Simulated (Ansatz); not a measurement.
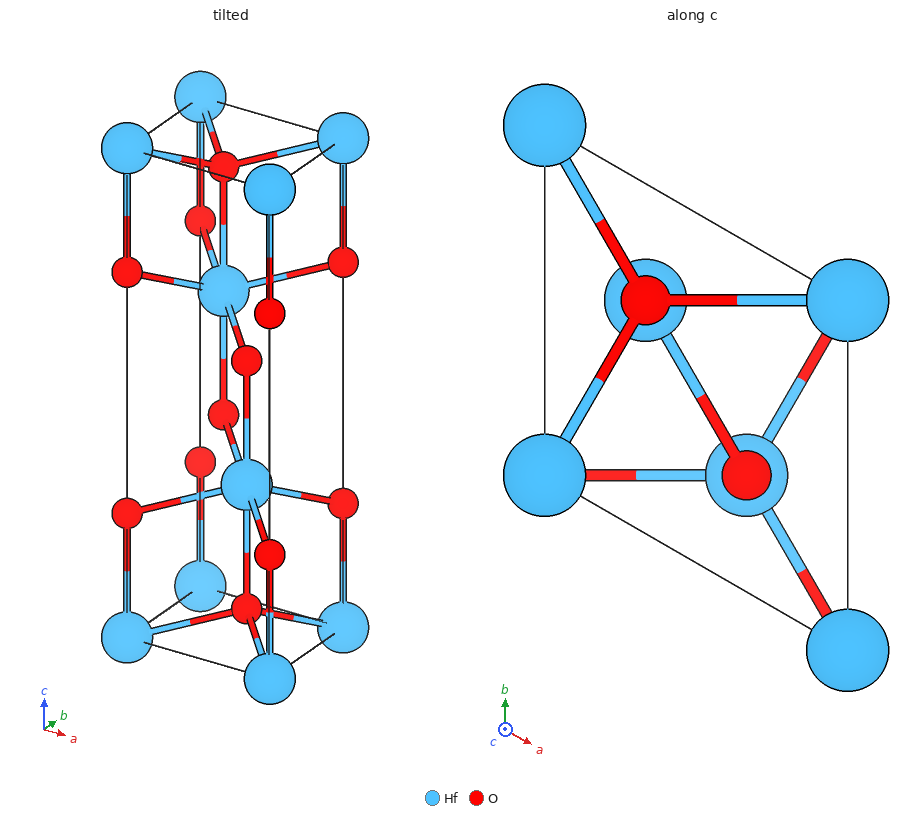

Ball-and-stick drawing of the structure, looking slightly off an axis and along the c axis. Thin lines show the conventional unit cell, with boundary atoms drawn in all their periodic places.

HfO₂, space group R-3m (No. 166), a = 3.684 Å, b = 3.684 Å, c = 8.466 Å, α = 90.00°, β = 90.00°, γ = 120.00°. Starting structure: a structure type filled with these elements by a generator (whether the compound takes this form wasn't checked). The cell was then strained or its atoms displaced on purpose. Ansatz was used for an electronic-structure calculation on it.

This one geometry was computed with Ansatz (DFT, plane waves, PAW) at four levels of theory: HSE06, PBE, r2SCAN and r2SCAN with spin-orbit coupling. It was relaxed with r2SCAN and then strained.

### Which level gives the highest pressure at this volume, and what does that say about its equilibrium volume?

Highest: PBE (0.0 GPa), which points to the largest equilibrium volume. Lowest, with the smallest volume: HSE06 (-6.3 GPa), r2SCAN (-6.0 GPa) and r2SCAN with spin-orbit coupling (-6.2 GPa). Levels within 0.5 GPa of each other can't be told apart.

### How does the band gap change with the level of theory?

PBE: a gap of 3.77 eV, direct; r2SCAN: a gap of 4.27 eV, direct; r2SCAN with spin-orbit coupling: a gap of 4.27 eV, direct; HSE06: a gap of 5.36 eV, direct.

### Collect the results in a table.

| level | cutoff (eV) | k-mesh of the run's cell | gap (eV) | pressure (GPa) |
| --- | --- | --- | --- | --- |
| HSE06 | 420 | 6×6×6 | 5.36 | -6.3 |
| PBE | 420 | 8×8×8 | 3.77 | 0.0 |
| r2SCAN | 500 | 8×8×8 | 4.27 | -6.0 |
| r2SCAN with spin-orbit coupling | 500 | 8×8×8 | 4.27 | -6.2 |

Gaps are taken on the k-mesh or band path of each run.
